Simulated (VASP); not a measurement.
# GaN with LDA: from relaxation to properties

What structure and properties does LDA give GaN, and how near are they to the measured ones? The steps: full relaxation (LDA), second relaxation, single point with fields (LDA), bands along the symmetry lines (LDA), total and projected DOS (LDA), vibrations at Γ (LDA), independent-particle dielectric function (LDA), bands along the symmetry lines (LDA + SOC), band structure (HSE06) and band structure (TB-mBJ). The start is a cell from a database of measured crystal structures.

Method: LDA; plane waves and PAW (Ga_d, N), in the first sound run; inputs show where later runs differ, in VASP 6.6.1.

**Measured values to reproduce.**

“Vacancy defect in bulk and at (10overline10) surface of GaN: A combined first-principles theoretical and experimental analysis” (2017, arxiv:1710.05670) quotes from earlier work for GaN, wurtzite (bulk w-GaN, literature): lattice constant a (a, Expt. column of Table I) 3.189 Å; lattice constant c (c, Expt. column of Table I) 5.186 Å.

“Studying electronic properties in GaN without electrical contacts using γ-γ vs e−-γ Perturbed Angular Correlations” (2019, pmc:6823545) quotes from earlier work for GaN, wurtzite (bulk crystal): band gap (direct gap at Gamma, earlier experiment) 3.503 ± 0.005 eV [Cited literature value; temperature and sample not stated].

For GaN, wurtzite (literature value used as model input), “Temperature dependent photon emission spectra of free excitons in phonon field of GaN” (2005, arxiv:cond-mat/0501724) quotes earlier work: static dielectric constant (low-frequency dielectric constant, quoted measured value) 8.9 [literature value used as a model input; the paper later calls it measured; direction and …].

“Optical phonon modulation in semiconductors by surface acoustic waves” (2016, arxiv:1601.01883) reports for GaN, wurtzite, by Raman backscattering, 473 nm excitation ((0001) GaN substrate, no acoustic wave, 300 K): Raman mode (E2(high)) 570 cm⁻¹.

Report form: the programs' logs are mostly left out.

The database entry behind the starting cell differs from later determinations by our own check (about 0.3 % short, ideal inner coordinate), so it need not match the best structure at ambient conditions.

## (1) Set-up

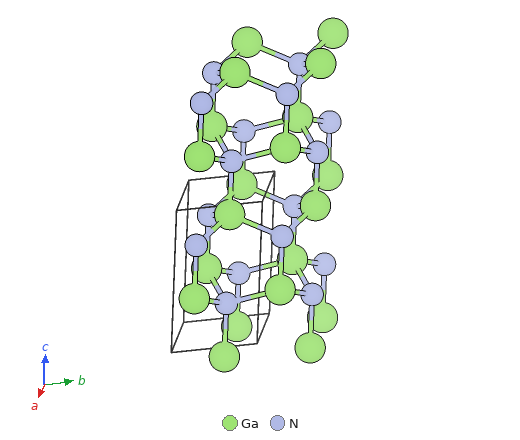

The cell as given, slightly off an axis (gallium green, nitrogen light blue). 2×2×2 cells are drawn. Some periodic images of atoms are drawn too.

Coordinates:

```cif
data_structure
_symmetry_space_group_name_H-M 'P6_3mc'
_symmetry_Int_Tables_number 186
_cell_length_a 3.1800
_cell_length_b 3.1800
_cell_length_c 5.1660
_cell_angle_alpha 90.000
_cell_angle_beta 90.000
_cell_angle_gamma 120.000
_cell_volume 45.24
loop_
_atom_site_label
_atom_site_type_symbol
_atom_site_symmetry_multiplicity
_atom_site_Wyckoff_symbol
_atom_site_fract_x
_atom_site_fract_y
_atom_site_fract_z
_atom_site_occupancy
Ga1 Ga 2 b 0.33333 0.66667 0.00000 1
N1 N 2 b 0.33333 0.66667 0.37500 1
```

## (2) Full relaxation (LDA)

The start need not lie at this functional's minimum. ISIF = 3 frees volume, shape and positions, and EDIFFG sets the threshold on forces and stress at which the search stops. LDA, the lowest rung, knows the local density alone.

File INCAR:

```
SYSTEM = GaN
PREC = Accurate
ENCUT = 520
EDIFF = 1E-06
NELM = 100
ISMEAR = 0
SIGMA = 0.05
LREAL = .FALSE.
ALGO = Normal
GGA = CA
NBANDS = 24
LORBIT = 11
LWAVE = .FALSE.
LCHARG = .FALSE.
KPAR = 4
IBRION = 2
NSW = 60
ISIF = 3
EDIFFG = -0.01
```

File POSCAR:

```
GaN
1.0
    3.1800000000      0.0000000000      0.0000000000
   -1.5900000000      2.7539607840      0.0000000000
    0.0000000000      0.0000000000      5.1660000000
Ga N
2 2
Direct
    0.3333333333      0.6666666667      0.0000000000
    0.6666666667      0.3333333333      0.5000000000
    0.3333333333      0.6666666667      0.3750000000
    0.6666666667      0.3333333333      0.8750000000
```

File KPOINTS:

```
Automatic mesh
0
Gamma
10 10 5
0 0 0
```

PAW data sets: Ga_d and N (LDA family, release 64).

The run is started by

```sh
$ mpirun -np 4 vasp_std
```

Elapsed: 52 s, on 4 MPI ranks of AMD EPYC 7R43, shared host; peak memory 0.55 GiB.

The gap is read on the k-mesh alone, so it is an upper bound where the band edges lie off the mesh. The run keeps the 12 symmetry operations of its start, so it cannot find a distortion of lower symmetry.

Relaxation path:

```tsv
step	energy less that of the first step (eV)	largest force (eV/Å)	pressure (GPa)	volume (Å³)
1	0.0000	0.1278	-3.41	45.24
2	-0.0002	0.1148	3.71	43.68
3	-0.0103	0.0100	0.04	44.44
```

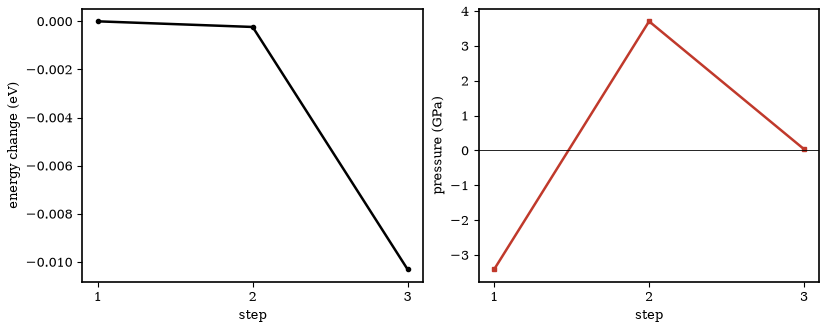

Energy and pressure along the relaxation.

```tsv
conventional cell, symmetrised	before	after	change
a (Å)	3.180	3.157	-0.7 %
b (Å)	3.180	3.157	-0.7 %
c (Å)	5.166	5.148	-0.3 %
volume (Å³/atom)	11.31	11.11	-1.8 %
```

The relaxed structure:

```xyz
4
Lattice="3.1572 0.0000 0.0000 -1.5786 2.7342 0.0000 0.0000 0.0000 5.1484" Properties=species:S:1:pos:R:3 pbc="T T T"
Ga    0.0000    1.8228   -0.0031
Ga    1.5786    0.9114    2.5711
N     0.0000    1.8228    1.9338
N     1.5786    0.9114    4.5080
```

Numbers from this step:

```yaml
electrons: 36
bands: 24
irreducible_k_points: 42
symmetry_operations: 12
free_energy_toten: -27.91 eV
fermi_energy: 5.668 eV
pressure: 0.03914 GPa
metallic: no
valence_top_at_k: 0, 0, 0
conduction_bottom_at_k: 0, 0, 0
least_direct_gap_at_k: 0, 0, 0
scf_cycles_over_all_ionic_steps: 35
gap_on_the_k_mesh: 2.107 eV
least_direct_gap_on_the_k_mesh: 2.107 eV
```

It ends with a largest force of 0.010 eV/Å and a pressure of 0.04 GPa. The volume lies -1.8 % from that of the database's start, which holds the thermal and zero-point expansion of its experiment.

## (3) Second relaxation

A relaxation keeps the plane waves of the cell it began with, so it is repeated from the new cell, on a basis made for it.

INCAR is that of step 2.

File POSCAR:

```
GaN
1.0
    3.1572096375      0.0000000000      0.0000000000
   -1.5786048187      2.7342237511      0.0000000000
    0.0000000000      0.0000000000      5.1484463603
Ga N
2 2
Direct
    0.3333333333      0.6666666667      0.9993965707
    0.6666666667      0.3333333333      0.4993965707
    0.3333333333      0.6666666667      0.3756034293
    0.6666666667      0.3333333333      0.8756034293
```

KPOINTS is that of step 2.

The run is started by

```sh
$ mpirun -np 4 vasp_std
```

Run time: 27 s. Hardware: 4 MPI ranks; peak memory 0.5 GiB; 92 s of CPU time.

Little changed from the start: no atom moved by 0.005 Å and no cell edge by 0.1 %.

Numbers from this step:

| Item | Value |
| --- | --- |
| pressure | 0.02234 GPa |
| SCF cycles over all ionic steps | 18 |

It ends with a largest force of 0.010 eV/Å and a pressure of 0.02 GPa. The volume moved by under 0.01 %: the run met its threshold at the first step.

## (4) Single point with fields (LDA)

The relaxed cell gets a fresh self-consistent run, on a basis set for its own volume, to fix the density and to check the remaining stress.

INCAR, as its differences from that of step 3:

```diff
@@ -13,7 +13,5 @@
 LWAVE = .FALSE.
-LCHARG = .FALSE.
-KPAR = 4
-IBRION = 2
-NSW = 60
-ISIF = 3
-EDIFFG = -0.01
+LCHARG = .TRUE.
+ISIF = 2
+LELF = .TRUE.
+LVHAR = .TRUE.
```

POSCAR is that of step 3.

KPOINTS is that of step 3.

The run is started by

```sh
$ mpirun -np 4 vasp_std
```

Wall time 30 s (4 MPI ranks); peak memory 0.35 GiB; 1.7 min of CPU time.

Numbers from this step:

- SCF cycles: 18

Valence electrons inside each PAW sphere by angular momentum. Sphere charges, by row:

```tsv
atom	s (e)	p (e)	d (e)	tot (e)
Ga1	0.801	0.942	10.2	11.94
Ga2	0.801	0.942	10.2	11.94
N3	1.209	2.511	0	3.72
N4	1.209	2.511	0	3.72
```

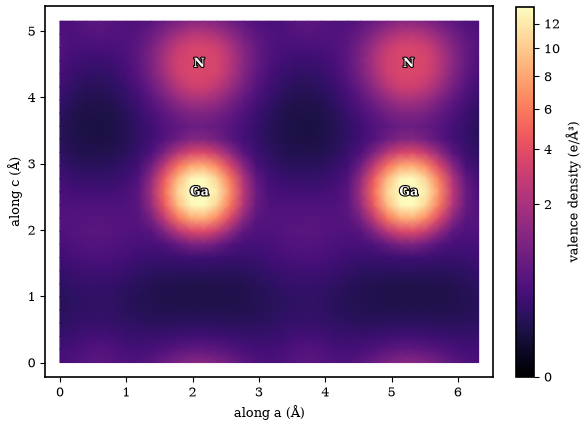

Valence density in the ac plane at fractional y = 0.333, with atoms of Ga and N within 0.2 Å of it. It is the smooth field of the valence electrons, not physical close to the nuclei. The colour scale is stretched toward low values.

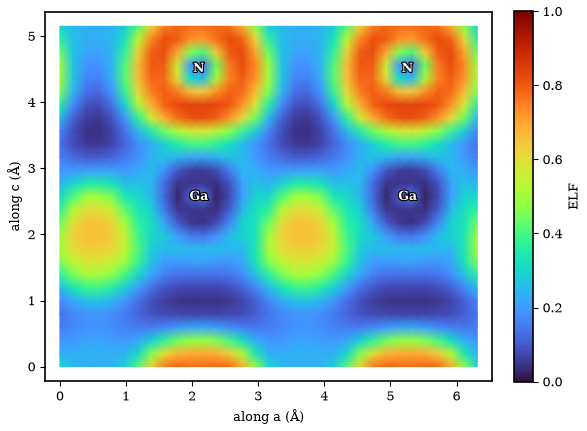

ELF in the ac plane at fractional y = 0.333, with atoms of Ga and N within 0.2 Å of it. It is the smooth field of the valence electrons, not physical close to the nuclei.

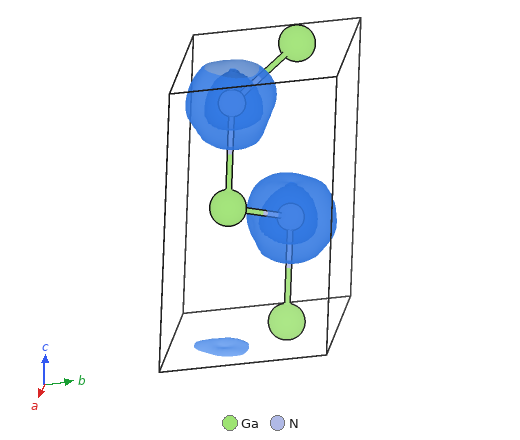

Surface of ELF = 0.77.

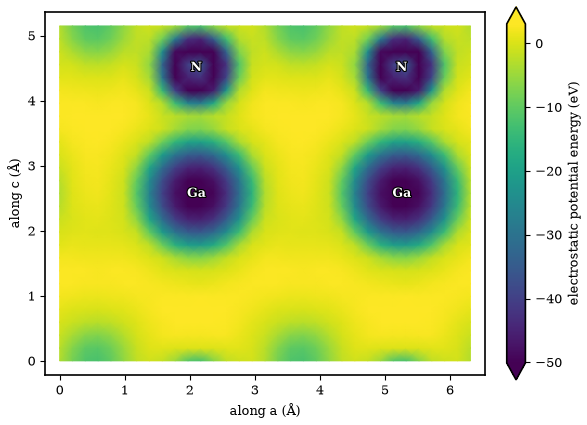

Electrostatic potential energy in the ac plane at fractional y = 0.333, with atoms of Ga and N within 0.2 Å of it. With pseudopotentials it is smooth inside the atoms' cores, unlike the true potential.

In this run the pressure is 0.02 GPa, small enough to go on.

## (5) Bands along the symmetry lines (LDA)

The mesh alone shows little of the dispersion and can miss band extrema, so KPOINTS_OPT adds a path through the symmetry points after the self-consistent cycle.

File INCAR:

```
SYSTEM = GaN
PREC = Accurate
ENCUT = 520
EDIFF = 1E-06
NELM = 100
ISMEAR = 0
SIGMA = 0.05
LREAL = .FALSE.
ALGO = Normal
GGA = CA
NBANDS = 32
LORBIT = 11
LWAVE = .FALSE.
LCHARG = .FALSE.
KPAR = 4
```

POSCAR is that of step 4.

KPOINTS is that of step 4.

File KPOINTS_OPT:

```
Line mode
16
Line-mode
Reciprocal
  0.00000000   0.00000000   0.00000000 GAMMA
  0.50000000   0.00000000   0.00000000 M

  0.50000000   0.00000000   0.00000000 M
  0.33333333   0.33333333   0.00000000 K

  0.33333333   0.33333333   0.00000000 K
  0.00000000   0.00000000   0.00000000 GAMMA

  0.00000000   0.00000000   0.00000000 GAMMA
  0.00000000   0.00000000   0.50000000 A

  0.00000000   0.00000000   0.50000000 A
  0.50000000   0.00000000   0.50000000 L

  0.50000000   0.00000000   0.50000000 L
  0.33333333   0.33333333   0.50000000 H

  0.33333333   0.33333333   0.50000000 H
  0.00000000   0.00000000   0.50000000 A

  0.50000000   0.00000000   0.50000000 L
  0.50000000   0.00000000   0.00000000 M

  0.33333333   0.33333333   0.00000000 K
  0.33333333   0.33333333   0.50000000 H
```

The run is started by

```sh
$ mpirun -np 4 vasp_std
```

Elapsed: 82 s, on 4 MPI ranks; peak memory 0.65 GiB.

Spin-orbit coupling is off here; it would split degenerate levels.

Numbers from this step:

| Quantity | Value |
| --- | --- |
| bands | 32 |
| Fermi energy | 5.633 eV |
| pressure | 0.01987 GPa |
| least gap on mesh and path | 2.107 eV |
| least direct gap on mesh and path | 2.107 eV |

The electronic bands at the labelled points (eV, zero at the valence-band top; v1 is the highest filled band, c1 the lowest empty one):

```tsv
point	v4	v3	v2	v1	c1	c2	c3	c4
Γ	-1.08	-0.06	0.00	0.00	2.11	4.35	9.18	9.87
M	-4.39	-2.86	-2.33	-1.04	4.99	5.63	5.97	8.67
K	-5.49	-3.12	-3.12	-2.85	4.97	7.91	7.91	8.38
Γ	-1.08	-0.06	0.00	0.00	2.11	4.35	9.18	9.87
A	-0.55	-0.55	-0.55	-0.55	4.37	4.37	8.44	8.44
L	-2.03	-2.03	-1.98	-1.98	4.37	4.37	7.78	7.78
H	-4.39	-4.39	-1.56	-1.56	6.46	6.46	7.23	7.23
A	-0.55	-0.55	-0.55	-0.55	4.37	4.37	8.44	8.44
jump to L	-2.03	-2.03	-1.98	-1.98	4.37	4.37	7.78	7.78
M	-4.39	-2.86	-2.33	-1.04	4.99	5.63	5.97	8.67
jump to K	-5.49	-3.12	-3.12	-2.85	4.97	7.91	7.91	8.38
H	-4.39	-4.39	-1.56	-1.56	6.46	6.46	7.23	7.23
```

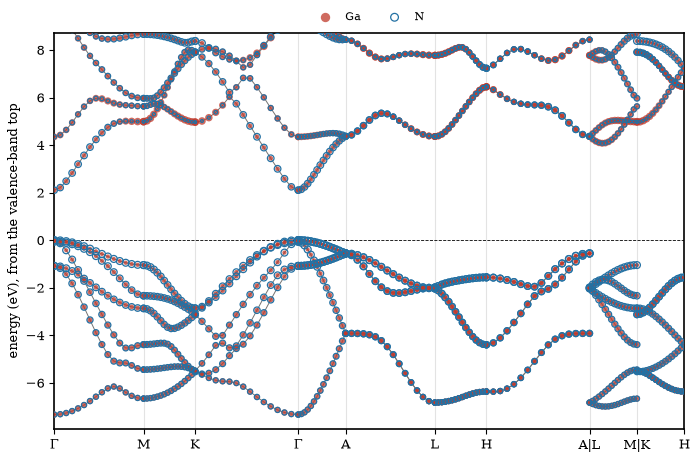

Electronic bands along the path; dots are coloured as in the legend, and their area grows with the weight.

The path finds the gap of the mesh within 0.02 eV, so the mesh comes close to both band edges.

## (6) Total and projected DOS (LDA)

Here the states are counted by energy and projected on the atoms. The mesh is finer than in the run before.

INCAR, as its differences from that of step 5:

```diff
@@ -5,3 +5,3 @@
 NELM = 100
-ISMEAR = 0
+ISMEAR = -5
 SIGMA = 0.05
@@ -15 +15,2 @@
 KPAR = 4
+NEDOS = 2001
```

POSCAR is that of step 5.

File KPOINTS:

```
Automatic mesh
0
Gamma
14 14 8
0 0 0
```

The run is started by

```sh
$ mpirun -np 4 vasp_std
```

Elapsed: 81 s, on 4 MPI ranks; peak memory 0.8 GiB; 5.1 min of CPU time.

This step gave:

```
irreducible k-points : 120
Fermi energy         : 5.396 eV
pressure             : 0.02902 GPa
```

The density of states has structure finer than the step of the table below, so its rows give means over 1 eV, whole bins alone (the curve runs from -12.0 to 10.0 eV). Peaks (eV: height): total -11.3: 3.17, -1.6: 3.90, 8.2: 4.18, 9.8: 3.40; N p -6.1: 0.738, -1.6: 1.99, 8.2: 1.20; Ga p -1.6: 0.612, 5.3: 0.312, 8.2: 0.461, 9.8: 0.922; Ga d -11.3: 1.52, -1.6: 0.270, 8.0: 0.297, 9.7: 0.298; Ga s -6.1: 0.889, 6.0: 0.292, 8.2: 0.929, 9.7: 0.192.

States under -12.0 eV and over 10.0 eV are left out. The density of states by energy, zero at the valence-band top; means over each step; values in states/eV/cell:

```tsv
energy (eV)	total	N p	Ga p	Ga d	Ga s	N s
-11	1.00	0.00331	0.0605	0.486	0.0149	0.303
-10	0	0	0	0	0	0
-9	0	0	0	0	0	0
-8	0	0	0	0	0	0
-7	0.510	0.134	0.0355	0.0143	0.156	0.00639
-6	1.89	0.515	0.116	0.0717	0.582	0.0584
-5	1.06	0.308	0.116	0.0592	0.190	0.0651
-4	1.40	0.486	0.225	0.0728	0.126	0.0462
-3	1.89	0.775	0.338	0.0997	0.0824	0.0334
-2	2.89	1.38	0.479	0.187	0.0527	0.0224
-1	2.04	1.10	0.266	0.179	0.0131	0.00722
0	0.294	0.175	0.0221	0.0354	2.7e-4	2.8e-4
1	0	0	0	0	0	0
2	0.00242	2.1e-4	8.0e-6	0	5.1e-4	7.8e-4
3	0.0609	0.0101	0.00202	4.7e-4	0.0106	0.0163
4	0.365	0.0532	0.0383	0.0117	0.0532	0.0661
5	1.72	0.211	0.243	0.107	0.232	0.199
6	1.62	0.252	0.216	0.122	0.238	0.125
7	1.25	0.290	0.131	0.0965	0.223	0.0474
8	2.71	0.714	0.328	0.200	0.555	0.0339
9	0.995	0.260	0.194	0.0729	0.0970	0.00948
```

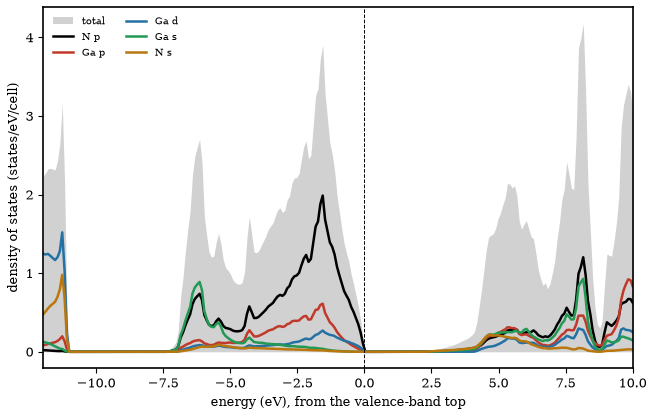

Density of states against energy.

The gap on this mesh is 2.11 eV. In the top eV of the valence band the largest shares in the PAW spheres are N p 57 %, Ga d 11 % and Ga p 10 %; in the lowest eV of the conduction band, N s 29 %, Ga s 19 % and N p 14 %. The rest lies in smaller channels or between the spheres.

## (7) Vibrations at Γ (LDA)

Zone-centre modes test whether the atoms sit at a minimum within this cell. IBRION = 8 takes the force constants from linear response, which needs tightly converged orbitals.

File INCAR:

```
SYSTEM = GaN
PREC = Accurate
ENCUT = 520
EDIFF = 1E-08
NELM = 100
ISMEAR = 0
SIGMA = 0.05
LREAL = .FALSE.
ALGO = Normal
GGA = CA
NBANDS = 24
LORBIT = 11
LWAVE = .FALSE.
LCHARG = .FALSE.
KPAR = 4
IBRION = 8
LEPSILON = .TRUE.
ISIF = 2
```

POSCAR is that of step 6.

File KPOINTS:

```
Automatic mesh
0
Gamma
16 16 9
0 0 0
```

The run is started by

```sh
$ mpirun -np 4 vasp_std
```

It took 50 min on 4 MPI ranks; peak memory 8.6 GiB; 3.3 h of CPU time.

Energies printed during the response cycles are not total energies of the cell.

This step gave:

- bands: 24
- irreducible k-points: 150
- pressure of the cell: 0.01006 GPa
- largest force of the cell: 0.009929 eV/Å
- Fermi energy: 5.602 eV

Electronic dielectric tensor with local fields:

```
5.59 0.00 0.00
0.00 5.59 0.00
0.00 0.00 5.76
```

Ionic part of the static dielectric tensor:

```
4.02 0.00 0.00
0.00 4.02 0.00
0.00 0.00 4.80
```

Born effective charge (e), principal values of the symmetric part by kind of site:

```tsv
atom	atoms with these values	low	middle	high	mean
Ga1	2	2.58	2.58	2.72	2.63
N3	2	-2.72	-2.58	-2.58	-2.63
```

In full for N3:

```
-2.58  0.00  0.00
 0.00 -2.58  0.00
 0.00  0.00 -2.72
```

Lines of the infrared spectrum (strongest = 100):

```tsv
position (cm⁻¹)	lines merged	squared mode dipole, relative
140	2	0.0
337	1	0.0
540	1	55
561	2	100
570	2	0.0
698	1	0.0
```

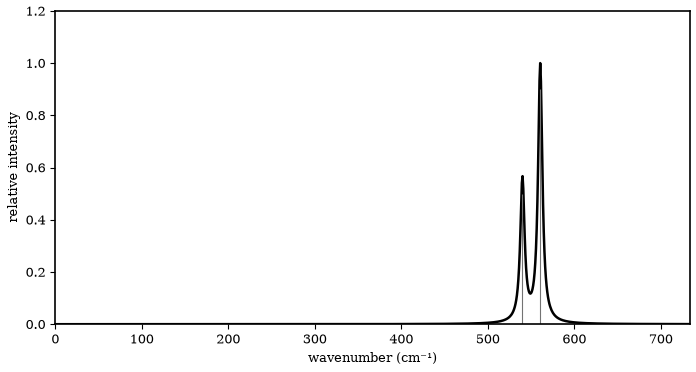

The infrared spectrum, broadened with Lorentzians of width 6 cm⁻¹; bars mark the lines.

Transverse limit, no LO-TO splitting. Modes at Γ, with each element's share of the kinetic energy:

```tsv
mode	frequency (cm⁻¹)	symmetry	IR	Ga %	N %
1	-0.2	acoustic	1.5e-7	83	17
2	-0.2	acoustic	1.5e-7	83	17
3	-0.2	acoustic	8.7e-8	83	17
4	140.1	E2	0	88	12
5	140.1	E2	0	88	12
6	337.4	B	0	100	0
7	540.0	A1	1.3	17	83
8	560.6	E1	1.1	17	83
9	560.6	E1	1.1	17	83
10	569.6	E2	0	12	88
11	569.6	E2	0	12	88
12	697.6	B	0	0	100
```

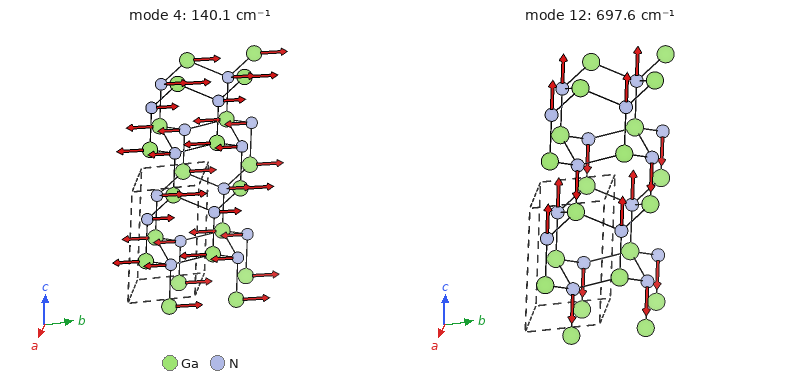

Displacement patterns of modes 4 and 12 at Γ; arrows are exaggerated. 2×2×2 cells are drawn. Some periodic images of atoms are drawn too.

Piezoelectric tensor, ionic part (C/m²), by row:

```tsv
field	xx	yy	zz	xy	yz	zx
x	0	0	0	0	0	-0.7936
y	0	0	0	0	-0.7625	0
z	-0.8914	-0.8914	1.683	0	0	0
```

Piezoelectric tensor with clamped ions (C/m²), by row:

```tsv
field	xx	yy	zz	xy	yz	zx
x	0	0	0	0	0	0.5544
y	0	0	0	0	0.5544	0
z	0.4998	0.4998	-1.015	0	0	0
```

The Born charges sum to zero; the printed set may have that rule imposed, so this is no test. Born charges and mode vectors give each infrared mode its dipole; summed over the modes, dipole squared over frequency squared adds 4.28 to the electronic 5.65, for a mean static constant of 9.93. By the characters of their eigenvectors the optical modes sort into (cm⁻¹) Raman active: E2 140, A1 540, E1 561, E2 570; infrared active: A1 540, E1 561; silent: B 337, B 698. B labels carry no number here, since it depends on the setting of the axes.

(Continued in part 2 of 2.)

[Lines on the potential files, build, host, timing and source positions are cut from VASP's logs without a mark.]

[Logs are printed without paths, hosts, clocks, repeated set-up lines and the standing remarks that a program may print on its own settings, such as how far it seeks lower states.]

[Hosts, paths, dates, database ids (printed as entryN), source tags and the programs' standing remarks are cut or masked in the printed files.]

[A measured line is paired with the nearest computed mode of its activity, which favours agreement.]
